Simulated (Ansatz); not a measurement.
# Os: 5 runs along one coordinate

System: Os (3 atoms in the cell).
Method: DFT, RPBE, plane waves (420 eV) with PAW, scalar-relativistic, no spin polarisation (Ansatz 0.2.0).

The 5 runs differ only in the geometry, by an even scaling of the cell at fixed fractional positions.

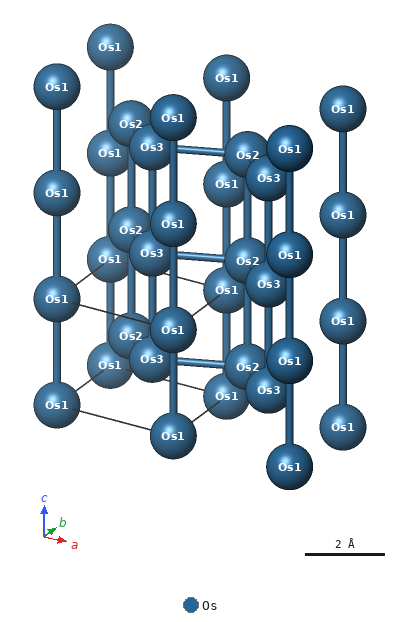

Figure 1. The structure of run 3 (ball-and-stick view of the cell of the calculation, repeated 2 × 1 × 3, seen slightly off an axis; atoms are numbered from 1 in the order of the input).

**Input of run 3**
```yaml
crystal:
  lattice:
    - [4.3953034067, 0.0, 0.0]
    - [-2.1976517034, 3.8064444075, 0.0]
    - [0.0, 0.0, 2.7677905381]
  atoms:
    - { symbol: Os, position: [1.0, 1.0, 1.0] }
    - { symbol: Os, position: [0.3333333333, 0.6666666667, 0.5] }
    - { symbol: Os, position: [0.6666666667, 0.3333333333, 0.5] }
hamiltonian:
  xc: rpbe
  pseudopotentials:
    kind: paw
    azcp:
      Os: "pseudopotentials/Os.paw.azcp"
basis:
  ecutwfc: 420
  fft_grid_basis: typed
kpoints:
  mp_grid: { grid: [10, 10, 13], shift: [0, 0, 0] }
magnetization:
  spin_polarized: false
scf:
  occupations: { method: fermi_dirac, width: 0.1 }
  lower_state_search: "off"
output:
  stress: true
```

Run 2 differs from it as follows:
```diff
-    - [4.3953034067, 0.0, 0.0]
-    - [-2.1976517034, 3.8064444075, 0.0]
-    - [0.0, 0.0, 2.7677905381]
+    - [4.3382150826, 0.0, 0.0]
+    - [-2.1691075413, 3.7570044686, 0.0]
+    - [0.0, 0.0, 2.7318411374]
```

**Results, with one run withheld**

| run | volume per atom (Å³) | free energy per atom, from the lowest run given (meV) | pressure (GPa) |
| --- | --- | --- | --- |
| 1 | 13.654 | 99.20 | 36.28 |
| 2 | 14.842 | ? | ? |
| 3 | 15.435 | 0.00 | −12.78 |
| 4 | 16.029 | 66.71 | −22.83 |
| 5 | 16.623 | 166.49 | −30.71 |

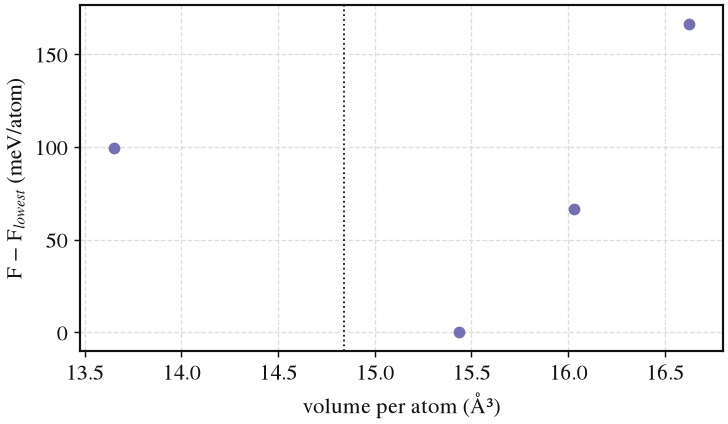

Figure 2. Free energy per atom of the runs given; the dotted line marks run 2.

What should run 2 give?

A quadratic polynomial in V^(−2/3) (the Birch–Murnaghan form), fitted to the 4 runs given, misses them by at most 0.63 meV per atom. With x = V^(−2/3) − 0.16180 Å⁻², it reads F = −4.6958 − 9752.4 x + 1.3278e+06 x² (meV per atom). At run 2 it gives −22.59 meV per atom, and the run itself gives −24.70. The slope of the fit gives a pressure −dF/dV of 0.34 GPa there, and the run prints −0.05 GPa. The two needn't agree exactly: the fit is approximate, and the printed stress is taken on a finite basis. The fit has its minimum at 14.856 Å³ per atom, where V d²F/dV² gives 349 GPa. Cell shape and fractional positions are held, so this is the stiffness under even scaling; the relaxed bulk modulus wasn't computed. So low a polynomial doesn't follow these energies more closely.

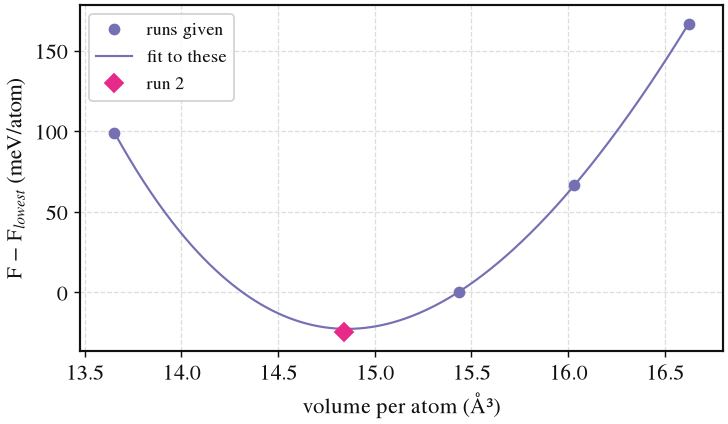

Figure 3. The fit and the withheld run.

**Output, shortened to warnings, some set-up lines, iterations and results (run 2)**
```
Basis set: ecut = 420 eV, 915 PW (Γ)
Symmetry: 24 space group operations
k-points: 98 of 1300
Initial density: superposition of atomic densities (neutral atoms: chi_scale 0, normalization atom), corrected by the library's trained network
[...]
SCF iter   1: F=—  HF=-34192.148633 eV  |F-HF|=—  |Δ(HF+E_count)|=         —  Δρ=1.12e-2  dr2=2.42e-2  ethr=1.77e-3  ⟨swp⟩=4.8  Hψ=9717  notcnv=0
SCF iter   2: F=—  HF=-34192.150817 eV  |F-HF|=—  |Δ(HF+E_count)|=   2.18e-3  Δρ=6.32e-3  dr2=8.44e-3  ethr=5.03e-5  ⟨swp⟩=1.2  Hψ=3645  notcnv=0
SCF iter   3: F=—  HF=-34192.152066 eV  |F-HF|=—  |Δ(HF+E_count)|=   1.25e-3  Δρ=4.05e-4  dr2=3.96e-5  ethr=1.76e-5  ⟨swp⟩=2.1  Hψ=4064  notcnv=0
SCF iter   4: F=—  HF=-34192.152085 eV  |F-HF|=—  |Δ(HF+E_count)|=   1.91e-5  Δρ=1.00e-4  dr2=3.58e-6  ethr=8.25e-8  ⟨swp⟩=2.2  Hψ=4870  notcnv=0
SCF iter   5: F=-34192.152084 eV  HF=-34192.152084 eV  |F-HF|=3.95e-8  |Δ(HF+E_count)|=   9.60e-7  Δρ=1.83e-5  dr2=4.66e-8  ethr=7.46e-9  ⟨swp⟩=2.7  Hψ=5623  notcnv=0
SCF iter   6: F=-34192.152084 eV  HF=-34192.152084 eV  |F-HF|=6.77e-10  |Δ(HF+E_count)|=   4.87e-8  Δρ=3.24e-6  dr2=2.50e-9  ethr=9.71e-11  ⟨swp⟩=2.0  Hψ=9697  notcnv=0
SCF 1 converged in 6 iterations: F = -34192.152084 eV  dr2 = 2.50e-9
SCF converged after 6 iterations
Free energy (F): -34192.152084 eV
Harris-Foulkes:  -34192.152084 eV  (|F-HF|=6.77e-10)
Internal energy: -34192.074741 eV  (E = F + TS)
E sigma→0 (E₀):  -34192.113413 eV
Entropy (-TS):   -0.077343 eV (-25.781 meV/atom)
Fermi energy:    24.489128 eV
--- Per-component energies (eV) ---
  E_band       = -266.565240
  E_kinetic    = 1683.395414
  E_local      = -2550.339217  (includes V_loc(G=0)·N_el)
  E_nonlocal   = -8.768748
  E_hartree    = 1042.210380
  E_xc         = -799.510248
  E_vxc        = -850.031236  (∫ρ·V_xc dr)
  E_paw        = -27073.888422  (= ΣΔE_a)
  E_vpaw       = -625.243367  (= ΣTr[D̂ρ^β])
  E_aug_tail   = -0.000178  (compensation charges beyond the density's cutoff)
  E_ewald      = -6485.102448
  E_core_change = -0.071273  (= ΣΔE_core)
  E_smearing   = -0.077343  (= −TS)
  E_closure    = 0.000000  (closes the sum)
  Σ components = -34192.152084   (vs F -34192.152084, Δ=0.00e0)
--- Stress (GPa, compression-positive) ---
       -0.281311       0.000000       0.000000
        0.000000      -0.281311       0.000000
        0.000000       0.000000       0.407259
  P = ⅓ Tr σ = -0.0518 GPa (-0.518 kbar)
```

Notes: Spin–orbit coupling is left out, which matters for Os.
